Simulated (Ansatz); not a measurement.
## BN: 7 runs along one coordinate

System: BN (2 atoms in the cell).
Method: DFT PBE, scalar-relativistic, plane waves, PAW, no spin polarisation (Ansatz 0.2.0).

The 7 runs differ only in the geometry, by an even scaling of the cell at fixed fractional positions. The structure derives from a Materials Project entry.

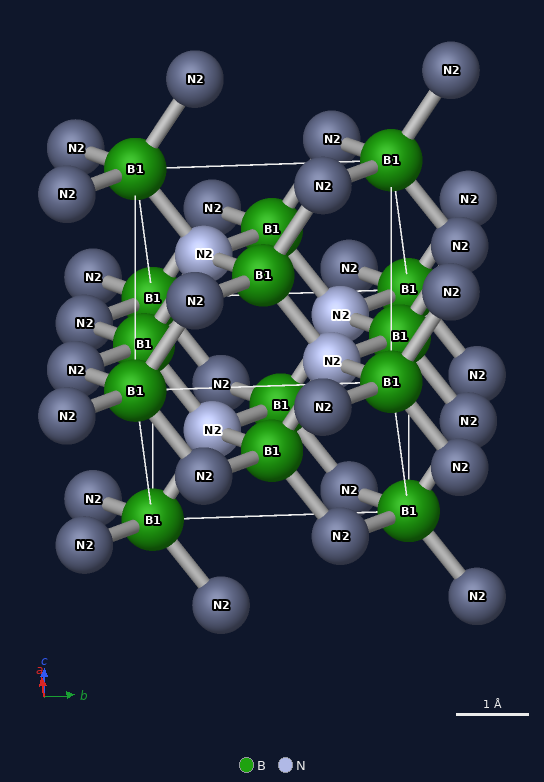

Figure 1. The structure of run 4 (ball-and-stick view of the cell 4 times as large as that of the calculation, set on its symmetry axes, seen at an oblique angle; neighbours outside the cell are drawn fainter; atoms are numbered from 1 in the order of the input).

**Input of run 4**
```yaml
crystal:
  lattice:
    - [0.0, 1.8013883605, 1.8013883605]
    - [1.8013883605, 0.0, 1.8013883605]
    - [1.8013883605, 1.8013883605, 0.0]
  atoms:
    - { symbol: B, position: [0.0, 0.0, 0.0] }
    - { symbol: "N", position: [0.75, 0.75, 0.75] }
basis:
  ecutwfc: 420
kpoints:
  mp_grid: { grid: [12, 12, 12] }
hamiltonian:
  xc: pbe
scf:
  occupations: { method: fixed }
output:
  eigenvalues: true
phonons:
  method: dfpt
  dielectric: true
  rigid_motions: translations
  eigenvectors: true
```

Command:
```bash
ansatz run input.yaml --threads 1 --pin off --max-ram 3072MiB --backend cpu --events-out ev --progress --plain --runs-dir out
```

Run 2 differs from it as follows:
```diff
-    - [0.0, 1.8013883605, 1.8013883605]
-    - [1.8013883605, 0.0, 1.8013883605]
-    - [1.8013883605, 1.8013883605, 0.0]
+    - [0.0, 1.7855895471, 1.7855895471]
+    - [1.7855895471, 0.0, 1.7855895471]
+    - [1.7855895471, 1.7855895471, 0.0]
```

**Results, with one run withheld**

```tsv
run	volume per atom (Å³)	free energy per atom, from the lowest run given (meV)	gap on the mesh (eV)
1	5.489	47.46	4.54
2	5.693	?	?
3	5.834	2.76	4.48
4	5.846	2.21	4.48
5	5.953	0.00	4.46
6	6.002	0.38	4.45
7	6.072	2.57	4.44
```

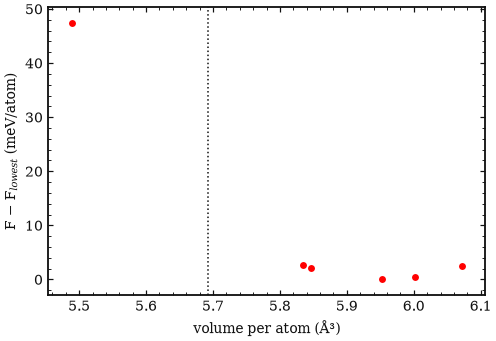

Figure 2. Free energy per atom of the runs given; the dotted line marks run 2.

Estimate the energy of run 2 from the others.

A cubic polynomial in V^(−2/3) (the Birch–Murnaghan form), fitted to the 6 runs given, misses them by at most 0.04 meV per atom. With x = V^(−2/3) − 0.30763 Å⁻², it reads F = 1.6296 + 1045.6 x + 1.6479e+05 x² + 1.3791e+05 x³ (meV per atom). At run 2 it gives 13.91 meV per atom, and the run itself gives 14.00. The fit has its minimum at 5.953 Å³ per atom, where V d²F/dV² gives 362 GPa: the bulk modulus at this level, since symmetry fixes the shape and the positions. The gap on the mesh goes, without turning, from 4.54 eV in run 1 to 4.44 eV in run 7; run 2 has 4.51 eV. These are gaps of this functional on this mesh, which can miss the band edges; they aren't the measured gap.

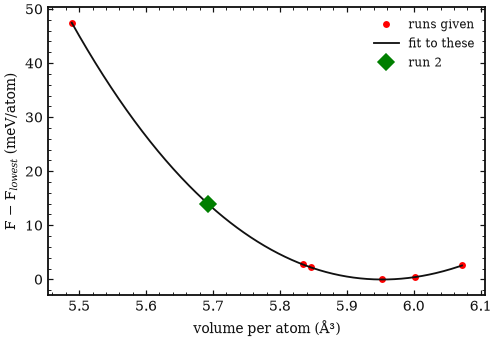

Figure 3. The fit and the withheld run.

**Output, shortened to warnings, some set-up lines, iterations and results (run 2)**
```
Basis set: ecut = 420 eV, 229 PW (Γ), exchange–correlation on 36×36×36 points (8 copies of the dense FFT grid, shifted against one another)
Symmetry: 24 space group operations
k-points: 280 of 1728 (irreducible under 4 space group operations, time reversal used)
Initial density: superposition of atomic densities (neutral atoms: chi_scale 0, normalization atom), corrected by the library's trained network
[...]
SCF iter   1: F=—  HF=-542.247362 eV  |F-HF|=—  |Δ(HF+E_count)|=         —  Δρ=1.64e-3  dr2=8.31e-5  ethr=1.77e-3  ⟨swp⟩=3.9  Hψ=12717  notcnv=0  defer=448
SCF iter   2: F=—  HF=-542.247601 eV  |F-HF|=—  |Δ(HF+E_count)|=   2.39e-4  Δρ=8.51e-4  dr2=2.43e-5  ethr=1.04e-6  ⟨swp⟩=2.0  Hψ=6132  notcnv=0  defer=499
SCF iter   3: F=—  HF=-542.247696 eV  |F-HF|=—  |Δ(HF+E_count)|=   9.52e-5  Δρ=7.30e-5  dr2=2.05e-7  ethr=3.03e-7  ⟨swp⟩=2.0  Hψ=3832  notcnv=0  defer=430
SCF iter   4: F=—  HF=-542.247696 eV  |F-HF|=—  |Δ(HF+E_count)|=   2.36e-7  Δρ=2.75e-5  dr2=3.62e-8  ethr=2.56e-9  ⟨swp⟩=2.5  Hψ=3429  notcnv=0
SCF iter   5: F=—  HF=-542.247696 eV  |F-HF|=—  |Δ(HF+E_count)|=   1.92e-9  Δρ=1.42e-5  dr2=6.64e-9  ethr=4.53e-10  ⟨swp⟩=2.7  Hψ=3368  notcnv=0
SCF iter   6: F=-542.247696 eV  HF=-542.247696 eV  |F-HF|=1.51e-10  |Δ(HF+E_count)|=   3.47e-9  Δρ=1.21e-6  dr2=6.46e-11  ethr=1.25e-12  ⟨swp⟩=5.4  Hψ=13577  notcnv=0
SCF 1 converged in 6 iterations: F = -542.247696 eV  dr2 = 6.46e-11
NSCF: frozen V_eff on 1 k-points
DFPT response loops at Γ: preconditioner auto → none (the input reference at scf.mixing.eps_inf says where Resta's filter doesn't serve); β = 0.50; Broyden in place of MSR1
SCF converged after 6 iterations
Free energy (F): -542.247696 eV
Harris-Foulkes:  -542.247696 eV  (|F-HF|=1.51e-10)
Internal energy: -542.247696 eV  (E = F + TS)
E sigma→0 (E₀):  -542.247696 eV
Fermi energy:    11.780164 eV
--- Per-component energies (eV) ---
  E_band       = 29.731933
  E_kinetic    = 187.823907
  E_local      = -171.703111  (includes V_loc(G=0)·N_el)
  E_nonlocal   = 56.910954
  E_hartree    = 48.165218
  E_xc         = -93.988237
  E_vxc        = -116.941210  (∫ρ·V_xc dr)
  E_paw        = -206.674246  (= ΣΔE_a)
  E_vpaw       = -22.689066  (= ΣTr[D̂ρ^β])
  E_aug_tail   = 0.000103  (compensation charges beyond the density's cutoff)
  E_ewald      = -362.782284
  E_smearing   = -0.000000  (= −TS)
  E_closure    = 0.000000  (closes the sum)
  Σ components = -542.247696   (vs F -542.247696, Δ=0.00e0)
--- Phonons (Γ-DFPT): 2 representative perturbations + reference, on 280 of 1728 k-points (Σ response iterations 6) ---
  k mesh reduced under 4 symmetry operations, with k and −k counted as one. Each operation leaves every solved perturbation unchanged. A smaller set is not considered because the run solves the response to a homogeneous field
  ASR residual: 3.681e-4 → 0.000e0 eV/Å²; symmetrization residual: 9.919e-7 eV/Å²
  ASR residual per site (eV/Å²): 2.02e-5 3.68e-4
  Γ frequencies (cm⁻¹): 0.00 0.00 0.00 1084.44 1084.44 1084.44
  ε∞ (high-frequency dielectric tensor):
        4.570417     0.000000    -0.000000
       -0.000000     4.570417     0.000000
        0.000000     0.000000     4.570417
  ε⁰ (static dielectric tensor: ions relaxed, cell fixed):
        6.729306     0.000000     0.000000
        0.000000     6.729306     0.000000
        0.000000     0.000000     6.729306
  ε⁰ − ε∞ (ionic part):
        2.158889     0.000000     0.000000
        0.000000     2.158889     0.000000
        0.000000     0.000000     2.158889
  softest optical mode at Γ: 1084.44 cm⁻¹; the repairs (sum rule, projections) moved no ω² at Γ by more than (2.70 cm⁻¹)²
  Born effective charges Z* (e; rows j = field, columns β = displacement):
    site 0:
         1.89325   -0.00000    0.00000
         0.00000    1.89325    0.00000
         0.00000   -0.00000    1.89325
    site 1:
        -1.89325    0.00000   -0.00000
        -0.00000   -1.89325   -0.00000
        -0.00000    0.00000   -1.89325
  Z* charge neutrality: 9.932e-6 e pre-enforcement
[...]
```
